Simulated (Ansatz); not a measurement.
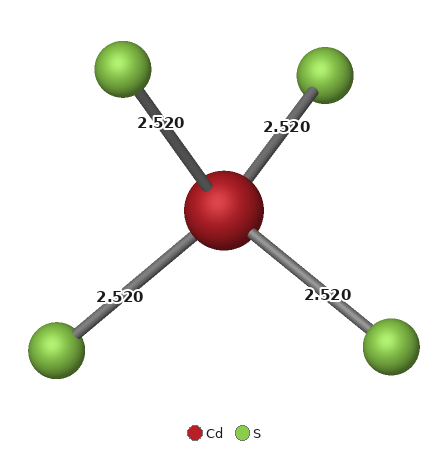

The surroundings of site Cd1 (at 0.000, 0.000, 0.000) in CdS in space group F-43m, with bond lengths in Å.

The cell is taken from a calculation's input that goes back to an entry of the Crystallography Open Database (an earlier step may have relaxed or displaced it).

```
Cd S
1.0
     5.82000    0.00000    0.00000
     0.00000    5.82000    0.00000
     0.00000    0.00000    5.82000
Cd S
4 4
Direct
  0.00000 0.00000 0.00000
  0.00000 0.50000 0.50000
  0.50000 0.00000 0.50000
  0.50000 0.50000 0.00000
  0.25000 0.25000 0.25000
  0.25000 0.75000 0.75000
  0.75000 0.25000 0.75000
  0.75000 0.75000 0.25000
```

Bond valence s = exp((R0 − d)/b), R0 fitted to published crystal structures with b = 0.37 Å; R0 in Å: Cd2+–S 2.282.

**Calculate the bond-valence sum of Cd1 from the bonds drawn.**

4 × 0.526 = 2.10 v.u., against a formal valence of 2: overbonded (bonds short for this ion) by 0.10.

**And over the whole structure?**

| site | x, y, z | formal valence | bond-valence sum | difference |
| --- | --- | --- | --- | --- |
| Cd1 | 0.000, 0.000, 0.000 | +2 | 2.11 | 0.11 |
| S1 | 0.250, 0.250, 0.250 | −2 | 2.11 | 0.11 |

These sums include all anions within 5 Å. The global instability index (root mean square of the differences over all atoms) is 0.11 v.u.: moderate strain, common in real structures. The cell was not relaxed for this table, and a volume that is off by a few per cent shifts all sums together.
